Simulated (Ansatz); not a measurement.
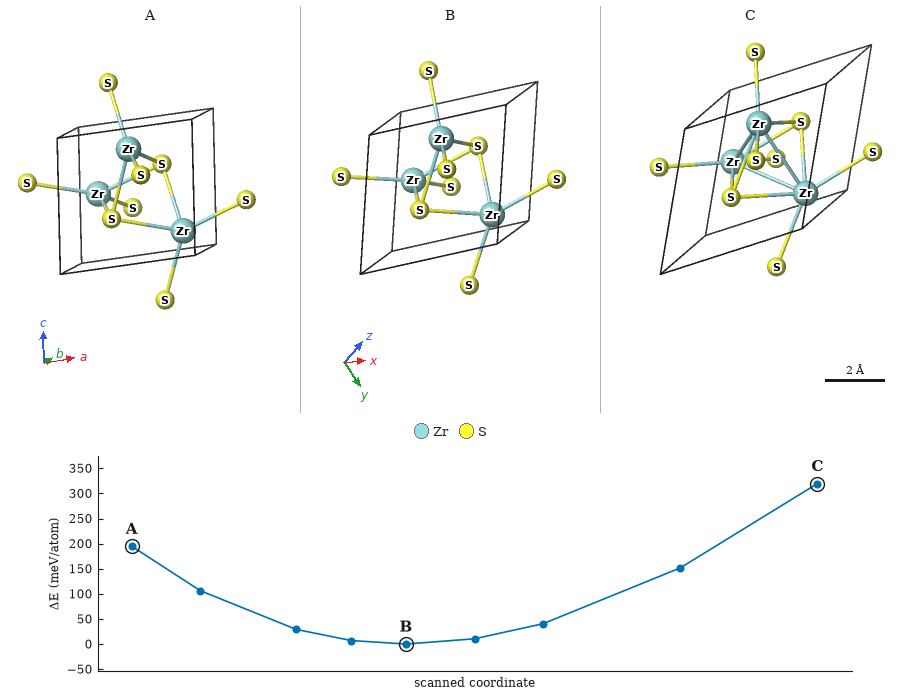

Frames of a one-coordinate scan of solid Zr3S2 (R32). x, y and z are the Cartesian axes of the input. A ball-and-stick model of the cell of the calculation, seen slightly off an axis.

Computed with DFT PBE, scalar-relativistic, plane waves, PAW (Ansatz). (plane-wave cutoff 420 eV; k-point mesh 12 × 12 × 12; occupations gaussian; smearing width 0.15 eV; no spin polarisation). Energies (free energies at the smearing named) are counted from the relaxed crystal.

Which coordinate changes from frame to frame?

Answer. The ratio of the cell's length along z to its lengths across, counted as 1 for the reference, is changed at fixed volume (a c/a path), with the atoms kept at their fractional coordinates. In the frames the relative ratio is 0.80 (A), 1.00 (B), 1.30 (C). Of the computed points the lowest is at the relative ratio 1.00, 0 meV/atom. At the ends of the scan the energy is 195 meV/atom (0.80) and 320 meV/atom (1.30). The distortion keeps the space group R32. At the relative ratio 1.30 the cell of the drawing goes a 4.826 → 5.155 Å, b 4.826 → 5.155 Å, c 4.826 → 5.155 Å, α 73.7° → 61.9°, β 73.7° → 61.9°, γ 73.7° → 61.9°.
